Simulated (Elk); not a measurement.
## Single-point calculation, with input and output: HfS2 (part 2 of 2)

HfS2 (P-3m1, 3 atoms in the cell); DFT, TB-mBJ exchange potential with LDA correlation, all-electron APW+lo, Dirac cores, scalar-relativistic bands, no spin polarisation (Elk 11.2.3 (patched build)); R·Gmax 8, 9×9×5 k-mesh. The structure derives from a Materials Project entry. The run did not end well. It belongs to a series of runs on one base structure; here: TB-mBJ exchange potential.

Geometry of the input (Å; fractional positions):
```
3.6397  0.0000  0.0000
-1.8198  3.1520  0.0000
0.0000  0.0000  6.0556
Hf 0.0000  0.0000  0.0000
S  0.6667  0.3333  0.7640
S  0.3333  0.6667  0.2360
```

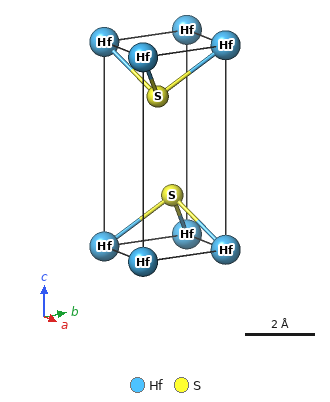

Fig. 1: The structure (ball-and-stick view of the cell of the calculation, seen slightly off an axis).

INFO.OUT, continued
```
Energies :
 Fermi                       :    -0.18808873380907
 sum of occupied eigenvalues :     -10089.731486820
 electron kinetic            :      17812.341361500
 core electron kinetic       :      17501.157670251
 Coulomb                     :     -33277.462859368
 Coulomb potential           :     -27494.935879710
 nuclear-nuclear             :     -1056.3680619927
 electron-nuclear            :     -36967.062694360
 Hartree                     :      4745.9678969852
 Madelung                    :     -19529.994919513
 xc potential                :     -407.13696861070
 exchange                    :      0.0000000000000
 correlation                 :      0.0000000000000
 electron entropic           :    -0.62466717373822E-02
 total energy                :     -15465.127744539

Density of states at Fermi energy :    1984.749798
 (states/Hartree/unit cell)

Estimated indirect band gap :   0.4100273672E-03
 from k-point 9 to k-point 47
Estimated direct band gap   :   0.8083840297E-03
 at k-point 9

Charges :
 core                        :    66.00000000
 valence                     :    38.00000000
 interstitial                :    5.173783428
 muffin-tins (core leakage)
  species : 1 (Hf)
   atom 1                    :    66.72035892     (  0.1663181450E-06)
  species : 2 (S)
   atom 1                    :    16.05292883     (  0.1031069373E-03)
   atom 2                    :    16.05292883     (  0.1031069373E-03)
 total in muffin-tins        :    98.82621657
 total calculated charge     :    104.0021414
 total charge                :    104.0000000
 error                       :   0.2141352452E-02

Tran-Blaha '09 constant c :    1.389418292

┌─────────────────┐
│ Loop number : 2 │
└─────────────────┘

Energies :
 Fermi                       :     0.11979001004505
 sum of occupied eigenvalues :     -10109.030136731
 electron kinetic            :      17758.067486883
 core electron kinetic       :      17494.043109518
 Coulomb                     :     -33165.749801587
 Coulomb potential           :     -27498.390871348
 nuclear-nuclear             :     -1056.3680619927
 electron-nuclear            :     -36744.435413790
 Hartree                     :      4635.0536741953
 Madelung                    :     -19416.554365913
 xc potential                :     -368.70675226576
 exchange                    :      0.0000000000000
 correlation                 :      0.0000000000000
 electron entropic           :    -0.15619002258479E-03
 total energy                :     -15407.682470894

Density of states at Fermi energy :    47.36162208
 (states/Hartree/unit cell)

Estimated indirect band gap :   0.1279572221E-02
 from k-point 32 to k-point 47
Estimated direct band gap   :   0.1599205314E-01
 at k-point 33

Charges :
 core                        :    66.00000000
 valence                     :    38.00000000
 interstitial                :    7.398985616
 muffin-tins (core leakage)
  species : 1 (Hf)
   atom 1                    :    66.89068129     ( -0.2460299413E-06)
  species : 2 (S)
   atom 1                    :    14.85516655     (  0.2070548533E-03)
   atom 2                    :    14.85516655     (  0.2070548533E-03)
 total in muffin-tins        :    96.60101438
 total calculated charge     :    104.0004284
 total charge                :    104.0000000
 error                       :   0.4283949441E-03

Tran-Blaha '09 constant c :    1.251798775

RMS change in Kohn-Sham potential (target) :    17971.78921     (  0.6000000000    )
Absolute change in total energy (target)   :    57.44527365     (  0.1000000000E-06)

[... loops left out ...]

┌──────────────────┐
│ Loop number : 79 │
└──────────────────┘

Energies :
 Fermi                       :     0.20278788812694
 sum of occupied eigenvalues :     -9704.8111343259
 electron kinetic            :      17707.866940836
 core electron kinetic       :      17144.844044699
 Coulomb                     :     -33242.560766519
 Coulomb potential           :     -26922.094599252
 nuclear-nuclear             :     -1056.3680619927
 electron-nuclear            :     -37465.731883105
 Hartree                     :      5279.5391785791
 Madelung                    :     -19781.513466893
 xc potential                :     -490.58347591003
 exchange                    :      0.0000000000000
 correlation                 :      0.0000000000000
 electron entropic           :    -0.20792240711515E-11
 total energy                :     -15534.693825683

Density of states at Fermi energy :   0.9982441625E-07
 (states/Hartree/unit cell)

Estimated indirect band gap :   0.7295536037E-01
 from k-point 2 to k-point 37
Estimated direct band gap   :   0.1002418872
 at k-point 20

Charges :
 core                        :    66.00000000
 valence                     :    38.00000000
 interstitial                :    7.007433746
 muffin-tins (core leakage)
  species : 1 (Hf)
   atom 1                    :    69.37525648     (  0.3415540483E-05)
  species : 2 (S)
   atom 1                    :    13.80865489     (  0.3682295897E-03)
   atom 2                    :    13.80865489     (  0.3682295897E-03)
 total in muffin-tins        :    96.99256625
 total calculated charge     :    103.9998959
 total charge                :    104.0000000
 error                       :   0.1040967734E-03

Tran-Blaha '09 constant c :    1.267568976

RMS change in Kohn-Sham potential (target) :   0.5848869022     (  0.6000000000    )
Absolute change in total energy (target)   :   0.1484013574E-03 (  0.1000000000E-06)

┌──────────────────┐
│ Loop number : 80 │
└──────────────────┘

Reached self-consistent loops maximum

Energies :
 Fermi                       :     0.20278873693290
 sum of occupied eigenvalues :     -9704.8111430680
 electron kinetic            :      17707.866879680
 core electron kinetic       :      17144.843939368
 Coulomb                     :     -33242.560884789
 Coulomb potential           :     -26922.094434744
 nuclear-nuclear             :     -1056.3680619927
 electron-nuclear            :     -37465.732292238
 Hartree                     :      5279.5394694410
 Madelung                    :     -19781.513667417
 xc potential                :     -490.58358800359
 exchange                    :      0.0000000000000
 correlation                 :      0.0000000000000
 electron entropic           :    -0.20792256258045E-11
 total energy                :     -15534.694005109

Density of states at Fermi energy :   0.9982448560E-07
 (states/Hartree/unit cell)

Estimated indirect band gap :   0.7295485610E-01
 from k-point 2 to k-point 37
Estimated direct band gap   :   0.1002413027
 at k-point 20

Charges :
 core                        :    66.00000000
 valence                     :    38.00000000
 interstitial                :    7.007432924
 muffin-tins (core leakage)
  species : 1 (Hf)
   atom 1                    :    69.37526168     (  0.3415535112E-05)
  species : 2 (S)
   atom 1                    :    13.80865270     (  0.3682305092E-03)
   atom 2                    :    13.80865270     (  0.3682305092E-03)
 total in muffin-tins        :    96.99256708
 total calculated charge     :    103.9998959
 total charge                :    104.0000000
 error                       :   0.1040901154E-03

Tran-Blaha '09 constant c :    1.267568680

┌──────────────────────────────┐
│ Self-consistent loop stopped │
└──────────────────────────────┘

Warning : core states of species 2 leak from the muffin-tin :   0.3682305092E-03

Wrote STATE.OUT
```

File EVALCORE.OUT
```
Species :    1 (Hf), atom :    1
 n =  1, l =  0, k =  1 :   -2398.972594
 n =  2, l =  0, k =  1 :   -409.7297378
 n =  2, l =  1, k =  1 :   -391.2345823
 n =  2, l =  1, k =  2 :   -347.3043763
 n =  3, l =  0, k =  1 :   -93.17509039
 n =  3, l =  1, k =  1 :   -84.94940129
 n =  3, l =  1, k =  2 :   -75.53312330
 n =  3, l =  2, k =  2 :   -61.64931457
 n =  3, l =  2, k =  3 :   -59.59861480
 n =  4, l =  0, k =  1 :   -18.55523811
 n =  4, l =  1, k =  1 :   -15.17516124
 n =  4, l =  1, k =  2 :   -13.05305552
 n =  4, l =  2, k =  2 :   -7.502292329
 n =  4, l =  2, k =  3 :   -7.112802215

Species :    2 (S), atom :    1
 n =  1, l =  0, k =  1 :   -88.42853312
 n =  2, l =  0, k =  1 :   -7.463955110
 n =  2, l =  1, k =  1 :   -5.378589351
 n =  2, l =  1, k =  2 :   -5.332481664

Species :    2 (S), atom :    2
 n =  1, l =  0, k =  1 :   -88.42853312
 n =  2, l =  0, k =  1 :   -7.463955110
 n =  2, l =  1, k =  1 :   -5.378589351
 n =  2, l =  1, k =  2 :   -5.332481664
```

File LINENGY.OUT
```
Species : 1 (Hf), atom : 1
 APW functions :
  l = 0, energy derivative = 0 :   0.1500000000
  l = 1, energy derivative = 0 :   0.1500000000
  l = 2, energy derivative = 0 :   0.1500000000
  l = 3, energy derivative = 0 :   0.1500000000
  l = 4, energy derivative = 0 :   0.1500000000
  l = 5, energy derivative = 0 :   0.1500000000
  l = 6, energy derivative = 0 :   0.1500000000
  l = 7, energy derivative = 0 :   0.1500000000
  l = 8, energy derivative = 0 :   0.1500000000
  l = 9, energy derivative = 0 :   0.1500000000
  l = 10, energy derivative = 0 :   0.1500000000
 local-orbital functions :
  l.o. = 1, l = 0, energy derivative = 0 :   0.1500000000
  l.o. = 1, l = 0, energy derivative = 1 :   0.1500000000
  l.o. = 2, l = 1, energy derivative = 0 :   0.1500000000
  l.o. = 2, l = 1, energy derivative = 1 :   0.1500000000
  l.o. = 3, l = 2, energy derivative = 0 :   0.1500000000
  l.o. = 3, l = 2, energy derivative = 1 :   0.1500000000
  l.o. = 4, l = 3, energy derivative = 0 :   0.1500000000
  l.o. = 4, l = 3, energy derivative = 1 :   0.1500000000
  l.o. = 5, l = 3, energy derivative = 0 :   0.1500000000
  l.o. = 5, l = 3, energy derivative = 0 :  -0.2562124257
  l.o. = 6, l = 0, energy derivative = 0 :   0.1500000000
  l.o. = 6, l = 0, energy derivative = 0 :   -2.062800377
  l.o. = 7, l = 1, energy derivative = 0 :   0.1500000000
  l.o. = 7, l = 1, energy derivative = 0 :  -0.9063668004
  l.o. = 8, l = 3, energy derivative = 0 :   0.1500000000
  l.o. = 8, l = 3, energy derivative = 1 :   0.1500000000
  l.o. = 8, l = 3, energy derivative = 2 :   0.1500000000

Species : 2 (S), atom : 1
 APW functions :
  l = 0, energy derivative = 0 :   0.1500000000
  l = 1, energy derivative = 0 :   0.1500000000
  l = 2, energy derivative = 0 :   0.1500000000
  l = 3, energy derivative = 0 :   0.1500000000
  l = 4, energy derivative = 0 :   0.1500000000
  l = 5, energy derivative = 0 :   0.1500000000
  l = 6, energy derivative = 0 :   0.1500000000
  l = 7, energy derivative = 0 :   0.1500000000
  l = 8, energy derivative = 0 :   0.1500000000
  l = 9, energy derivative = 0 :   0.1500000000
  l = 10, energy derivative = 0 :   0.1500000000
 local-orbital functions :
  l.o. = 1, l = 0, energy derivative = 0 :   0.1500000000
  l.o. = 1, l = 0, energy derivative = 1 :   0.1500000000
  l.o. = 2, l = 1, energy derivative = 0 :   0.1500000000
  l.o. = 2, l = 1, energy derivative = 1 :   0.1500000000
  l.o. = 3, l = 0, energy derivative = 0 :   0.1500000000
  l.o. = 3, l = 0, energy derivative = 0 :   0.1767487731
  l.o. = 4, l = 2, energy derivative = 0 :   0.3000000000
  l.o. = 4, l = 2, energy derivative = 1 :   0.3000000000
  l.o. = 5, l = 2, energy derivative = 0 :   0.3000000000
  l.o. = 5, l = 2, energy derivative = 1 :   0.3000000000
  l.o. = 5, l = 2, energy derivative = 2 :   0.3000000000

Species : 2 (S), atom : 2
 APW functions :
  l = 0, energy derivative = 0 :   0.1500000000
  l = 1, energy derivative = 0 :   0.1500000000
  l = 2, energy derivative = 0 :   0.1500000000
  l = 3, energy derivative = 0 :   0.1500000000
  l = 4, energy derivative = 0 :   0.1500000000
  l = 5, energy derivative = 0 :   0.1500000000
  l = 6, energy derivative = 0 :   0.1500000000
  l = 7, energy derivative = 0 :   0.1500000000
  l = 8, energy derivative = 0 :   0.1500000000
  l = 9, energy derivative = 0 :   0.1500000000
  l = 10, energy derivative = 0 :   0.1500000000
 local-orbital functions :
  l.o. = 1, l = 0, energy derivative = 0 :   0.1500000000
  l.o. = 1, l = 0, energy derivative = 1 :   0.1500000000
  l.o. = 2, l = 1, energy derivative = 0 :   0.1500000000
  l.o. = 2, l = 1, energy derivative = 1 :   0.1500000000
  l.o. = 3, l = 0, energy derivative = 0 :   0.1500000000
  l.o. = 3, l = 0, energy derivative = 0 :   0.1767487731
  l.o. = 4, l = 2, energy derivative = 0 :   0.3000000000
  l.o. = 4, l = 2, energy derivative = 1 :   0.3000000000
  l.o. = 5, l = 2, energy derivative = 0 :   0.3000000000
  l.o. = 5, l = 2, energy derivative = 1 :   0.3000000000
  l.o. = 5, l = 2, energy derivative = 2 :   0.3000000000
```

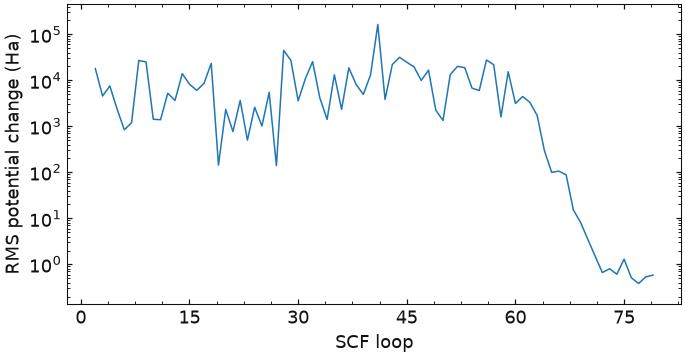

Fig. 2: Convergence of the self-consistent field: RMS potential change against the SCF loop. The residual comes down slowly and unevenly, and has reached only 0.6 when the run stops.

What the run reported

| quantity | value |
| --- | --- |
| outcome | not converged |
| space group (tolerance 0.01 Å) | P-3m1 (164) |
| total energy | −15534.694005 hartree |
| Fermi energy | 0.202789 hartree |
| gap on the k-point mesh | 1.99 eV |
| hardware | 1 thread of Intel Xeon (Sapphire Rapids), 64 GiB of memory available, shared host |
| wall time | 8.4 min |
| peak memory | 0.16 GiB |

Diagnosis

The run did not converge. Its last values are not results. Warnings of the run: could not find 1 linearisation energies (in several loops); could not find 2 linearisation energies (in several loops); minimum eigenvalue less than minimum linearisation energy :   -18.75870918      -4.452900000 (in several loops).
